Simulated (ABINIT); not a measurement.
Positron calculation, with input and output: ZnS (part 1 of 2)

ZnS (F-43m, 2 atoms in the cell), computed with Kohn-Sham DFT of a periodic cell, PBE, JTH PAW PBE v2.0, no spin polarisation (ABINIT 10.8.3).

The structure derives from an entry of the Crystallography Open Database.

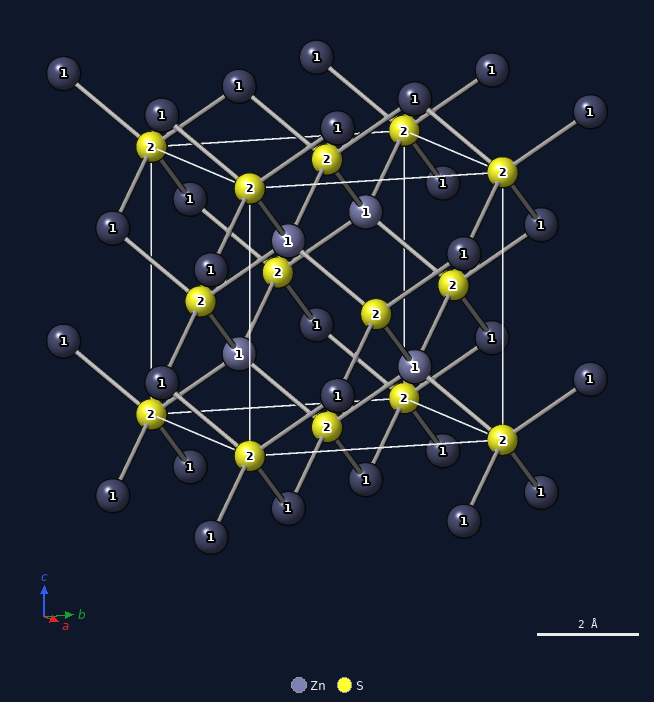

Fig. 1: The structure as given in the input (ball-and-stick view of the cell 4 times as large as that of the calculation, set on its symmetry axes, seen slightly off an axis; neighbours outside the cell are drawn fainter; atoms are numbered from 1 in the order of the input). Near neighbours in the crystal (not all of them lie inside the picture): Zn has 4 S at 2.34 Å; S has 4 Zn at 2.34 Å.

### The input
```
ndtset 2

pp_dirpath "./"
pseudos "Zn.GGA_PBE-JTH.xml, S.GGA_PBE-JTH.xml"

acell 3*1.0 Angstrom
rprim
     0.0000000000     2.7020000000     2.7020000000
     2.7020000000     0.0000000000     2.7020000000
     2.7020000000     2.7020000000     0.0000000000
ntypat 2
znucl 30 16
natom 2
typat 1 2
xred
            3/4            3/4            3/4
            0.0            0.0            0.0

ecut 16.0
pawecutdg 32.0

ixc 11

nstep 80

iomode 3
prteig 0
prtebands 0
prtwf 0

kptopt1 1
ngkpt1 6 6 6
nshiftk1 1
shiftk1 0.0 0.0 0.0
nband1 13
occopt1 3
tsmear1 0.00183747
tolvrs1 1.0e-10
prtden1 1

positron2 1
ixcpositron2 1
getden2 1
kptopt2 0
nkpt2 1
kpt2 0.0 0.0 0.0
nband2 1
occopt2 2
occ2 1.0
posocc2 1.0
toldfe2 1.0e-9
optforces2 0
optstress2 0
prtden2 0
```

Machine: 1 thread of Arm Neoverse N1, 24 GiB of memory available, shared host.

Command:
```bash
abinit run.abi > log 2>&1
```

### The program's output
```
.Version 10.8.3 of ABINIT
 DATASET    1 : space group F-4 3 m (#216); Bravais cF (face-center cubic)
================================================================================
 Values of the parameters that define the memory need for DATASET  1.
     intxc =       0    ionmov =       0      iscf =      17    lmnmax =      18
     lnmax =       6     mgfft =      27  mpssoang =       3    mqgrid =    3001
     natom =       2  nloc_mem =       2    nspden =       1   nspinor =       1
    nsppol =       1      nsym =      24    n1xccc =       1    ntypat =       2
    occopt =       3   xclevel =       2
       mpw =         823          nfft =       19683          nkpt =          16
 PAW method is used; the additional fine FFT grid is defined by:
   mgfftf=        40    nfftf =     64000
================================================================================
================================================================================

 DATASET    2 : space group F-4 3 m (#216); Bravais cF (face-center cubic)
================================================================================
 Values of the parameters that define the memory need for DATASET  2.
     intxc =       0    ionmov =       0      iscf =      17    lmnmax =      18
     lnmax =       6     mgfft =      27  mpssoang =       3    mqgrid =    3001
     natom =       2  nloc_mem =       2    nspden =       1   nspinor =       1
    nsppol =       1      nsym =      24    n1xccc =       1    ntypat =       2
    occopt =       2   xclevel =       2
       mpw =         435          nfft =       19683          nkpt =           1
 PAW method is used; the additional fine FFT grid is defined by:
   mgfftf=        40    nfftf =     64000
================================================================================
================================================================================

--------------------------------------------------------------------------------
------------- Echo of variables that govern the present computation ------------
--------------------------------------------------------------------------------
 -outvars: echo values of preprocessed input variables --------
            acell      1.8897261259E+00  1.8897261259E+00  1.8897261259E+00 Bohr
              amu      6.53900000E+01  3.20660000E+01
             ecut      1.60000000E+01 Hartree
           getden1          0
           getden2          1
              ixc          11
           jdtset        1    2
           kptopt1          1
           kptopt2          0
         kptrlatt        6    0    0      0    6    0      0    0    6
          kptrlen1     4.33261860E+01
          kptrlen2     3.00000000E+01
            natom           2
            nband1         13
            nband2          1
           ndtset           2
            ngfft          27      27      27
          ngfftdg          40      40      40
             nkpt1         16
             nkpt2          1
            nstep          80
             nsym          24
           ntypat           2
           occopt1          3
           occopt2          2
        optforces1          2
        optforces2          0
        optstress1          1
        optstress2          0
        pawecutdg      3.20000000E+01 Hartree
         positron1          0
         positron2          1
           prtden1          1
           prtden2          0
        prtebands           0
           prteig           0
            prtwf           0
            rprim      0.0000000000E+00  2.7020000000E+00  2.7020000000E+00
                       2.7020000000E+00  0.0000000000E+00  2.7020000000E+00
                       2.7020000000E+00  2.7020000000E+00  0.0000000000E+00
           shiftk1     0.00000000E+00  0.00000000E+00  0.00000000E+00
           shiftk2     5.00000000E-01  5.00000000E-01  5.00000000E-01
          spgroup         216
           toldfe1     0.00000000E+00 Hartree
           toldfe2     1.00000000E-09 Hartree
           tolvrs1     1.00000000E-10
           tolvrs2     0.00000000E+00
           tsmear1     1.83747000E-03 Hartree
           tsmear2     1.00000000E-02 Hartree
            typat      1  2
           useylm           1
           xangst      4.0530000000E+00  4.0530000000E+00  4.0530000000E+00
                       0.0000000000E+00  0.0000000000E+00  0.0000000000E+00
            xcart      7.6590599883E+00  7.6590599883E+00  7.6590599883E+00
                       0.0000000000E+00  0.0000000000E+00  0.0000000000E+00
             xred      7.5000000000E-01  7.5000000000E-01  7.5000000000E-01
                       0.0000000000E+00  0.0000000000E+00  0.0000000000E+00
            znucl       30.00000   16.00000

================================================================================

 chkinp: Checking input parameters for consistency, jdtset=   1.

 chkinp: Checking input parameters for consistency, jdtset=   2.

================================================================================
== DATASET  1 ==================================================================

--- !DatasetInfo
iteration_state: {dtset: 1, }
dimensions: {natom: 2, nkpt: 16, mband: 13, nsppol: 1, nspinor: 1, nspden: 1, mpw: 823, }
cutoff_energies: {ecut:  16.0, pawecutdg:  32.0, }
electrons: {nelect:   1.80000000E+01, charge:   0.00000000E+00, occopt:   3.00000000E+00, tsmear:   1.83747000E-03, }
meta: {optdriver: 0, ionmov: 0, optcell: 0, iscf: 17, paral_kgb: 0, }
...

 Exchange-correlation functional for the present dataset will be:
  GGA: Perdew-Burke-Ernzerhof functional - ixc=11
  J.P.Perdew, K.Burke, M.Ernzerhof, PRL 77, 3865 (1996)

 Real(R)+Recip(G) space primitive vectors, cartesian coordinates (Bohr,Bohr^-1):
 R(1)=  0.0000000  5.1060400  5.1060400  G(1)= -0.0979232  0.0979232  0.0979232
 R(2)=  5.1060400  0.0000000  5.1060400  G(2)=  0.0979232 -0.0979232  0.0979232
 R(3)=  5.1060400  5.1060400  0.0000000  G(3)=  0.0979232  0.0979232 -0.0979232
 Unit cell volume ucvol=  2.6624572E+02 bohr^3
 Angles (23,13,12)=  6.00000000E+01  6.00000000E+01  6.00000000E+01 degrees

 Coarse grid specifications (used for wave-functions):

 getcut: wavevector=  0.0000  0.0000  0.0000  ngfft=  27  27  27
         ecut(hartree)=     16.000   => boxcut(ratio)=   2.00258

 Fine grid specifications (used for densities):

 getcut: wavevector=  0.0000  0.0000  0.0000  ngfft=  40  40  40
         ecut(hartree)=     32.000   => boxcut(ratio)=   2.17531

--- Pseudopotential description ------------------------------------------------
- pspini: atom type   1  psp file is ./Zn.GGA_PBE-JTH.xml
 Pseudopotential format is: paw10
 basis_size (lnmax)=  6 (lmn_size= 18), orbitals=   0   0   1   1   2   2
 Spheres core radius: rc_sph= 2.30769763
 Shapefunction is SIN type: shapef(r)=[sin(pi*r/rshp)/(pi*r/rshp)]**2
 Radius for shape functions =  1.80965103
 Compensation charge density is not taken into account in XC energy/potential

- pspini: atom type   2  psp file is ./S.GGA_PBE-JTH.xml
 Pseudopotential format is: paw10
 basis_size (lnmax)=  4 (lmn_size=  8), orbitals=   0   0   1   1
 Spheres core radius: rc_sph= 1.90380259
 Shapefunction is SIN type: shapef(r)=[sin(pi*r/rshp)/(pi*r/rshp)]**2
 Radius for shape functions =  1.40128485
 Compensation charge density is not taken into account in XC energy/potential

   2.06649828E+02                                ecore*ucvol(ha*bohr**3)
--------------------------------------------------------------------------------

================================================================================

--- !BeginCycle
iteration_state: {dtset: 1, }
solver: {iscf: 17, nstep: 80, nline: 4, wfoptalg: 10, }
tolerances: {tolvrs: 1.00E-10, }
...

     iter   Etot(hartree)      deltaE(h)  residm     nres2
 ETOT  1  -74.604814286710    -7.460E+01 8.862E-01 2.567E+00
 ETOT  2  -74.694687422274    -8.987E-02 7.158E-02 3.629E-01
 ETOT  3  -74.693120139260     1.567E-03 2.423E-02 8.594E-02
 ETOT  4  -74.692883902677     2.362E-04 3.312E-03 3.119E-02
 ETOT  5  -74.693208696204    -3.248E-04 9.678E-03 2.562E-02
 ETOT  6  -74.693672184621    -4.635E-04 2.396E-03 9.617E-02
 ETOT  7  -74.693182985768     4.892E-04 1.878E-03 3.057E-03
 ETOT  8  -74.693281762237    -9.878E-05 8.350E-04 4.198E-03
 ETOT  9  -74.693270490667     1.127E-05 1.836E-03 2.456E-03
 ETOT 10  -74.693253296955     1.719E-05 6.105E-04 6.651E-05
 ETOT 11  -74.693259400590    -6.104E-06 5.494E-04 8.428E-05
 ETOT 12  -74.693259420214    -1.962E-08 2.211E-04 5.342E-05
 ETOT 13  -74.693259287975     1.322E-07 1.699E-04 1.944E-05
 ETOT 14  -74.693259203759     8.422E-08 6.983E-05 2.048E-06
 ETOT 15  -74.693259228843    -2.508E-08 8.211E-05 2.326E-06
 ETOT 16  -74.693259223360     5.483E-09 2.901E-05 1.068E-06
 ETOT 17  -74.693259219059     4.300E-09 2.075E-05 1.661E-07
 ETOT 18  -74.693259218638     4.217E-10 7.629E-06 7.741E-08
 ETOT 19  -74.693259218609     2.919E-11 5.256E-06 5.692E-08
 ETOT 20  -74.693259218554     5.443E-11 1.962E-06 4.083E-08
 ETOT 21  -74.693259218418     1.366E-10 1.325E-06 1.475E-08
 ETOT 22  -74.693259218389     2.890E-11 5.013E-07 3.006E-09
 ETOT 23  -74.693259218373     1.592E-11 3.330E-07 1.717E-10
 ETOT 24  -74.693259218375    -2.245E-12 1.278E-07 7.951E-11

 At SCF step   24       nres2   =  7.95E-11 < tolvrs=  1.00E-10 =>converged.

 Cartesian components of stress tensor (hartree/bohr^3)
  sigma(1 1)= -4.06247588E-05  sigma(3 2)=  0.00000000E+00
  sigma(2 2)= -4.06247588E-05  sigma(3 1)=  0.00000000E+00
  sigma(3 3)= -4.06247588E-05  sigma(2 1)=  0.00000000E+00

--- !ResultsGS
iteration_state: {dtset: 1, }
comment   : Summary of ground state results
lattice_vectors:
- [  0.0000000,   5.1060400,   5.1060400, ]
- [  5.1060400,   0.0000000,   5.1060400, ]
- [  5.1060400,   5.1060400,   0.0000000, ]
lattice_lengths: [   7.22103,    7.22103,    7.22103, ]
lattice_angles: [ 60.000,  60.000,  60.000, ] # degrees, (23, 13, 12)
lattice_volume:   2.6624572E+02
convergence: {deltae: -2.245E-12, res2:  7.951E-11, residm:  1.278E-07, diffor: null, }
etotal    :  -7.46932592E+01
entropy   :   0.00000000E+00
fermie    :   2.34722618E-01
cartesian_stress_tensor: # hartree/bohr^3
- [ -4.06247588E-05,   0.00000000E+00,   0.00000000E+00, ]
- [  0.00000000E+00,  -4.06247588E-05,   0.00000000E+00, ]
- [  0.00000000E+00,   0.00000000E+00,  -4.06247588E-05, ]
pressure_GPa:   1.1952E+00
xred      :
- [  7.5000E-01,   7.5000E-01,   7.5000E-01, Zn]
- [  0.0000E+00,   0.0000E+00,   0.0000E+00,  S]
cartesian_forces: # hartree/bohr
- [ -0.00000000E+00,  -0.00000000E+00,  -0.00000000E+00, ]
- [ -0.00000000E+00,  -0.00000000E+00,  -0.00000000E+00, ]
force_length_stats: {min:   0.00000000E+00, max:   0.00000000E+00, mean:   0.00000000E+00, }
...

 Integrated electronic density in atomic spheres:
 ------------------------------------------------
 Atom  Sphere_radius  Integrated_density
    1        2.30770         10.81020107
    2        1.90380          3.60921436

================================================================================

 ----iterations are completed or convergence reached----

 Mean square residual over all n,k,spin=   62.691E-11; max=  12.785E-08
 reduced coordinates (array xred) for    2 atoms
       0.750000000000      0.750000000000      0.750000000000
       0.000000000000      0.000000000000      0.000000000000
 rms dE/dt=  0.0000E+00; max dE/dt=  0.0000E+00; dE/dt below (all hartree)
    1       0.000000000000      0.000000000000      0.000000000000
    2       0.000000000000      0.000000000000      0.000000000000

 cartesian coordinates (angstrom) at end:
    1      4.05300000000000     4.05300000000000     4.05300000000000
    2      0.00000000000000     0.00000000000000     0.00000000000000
```
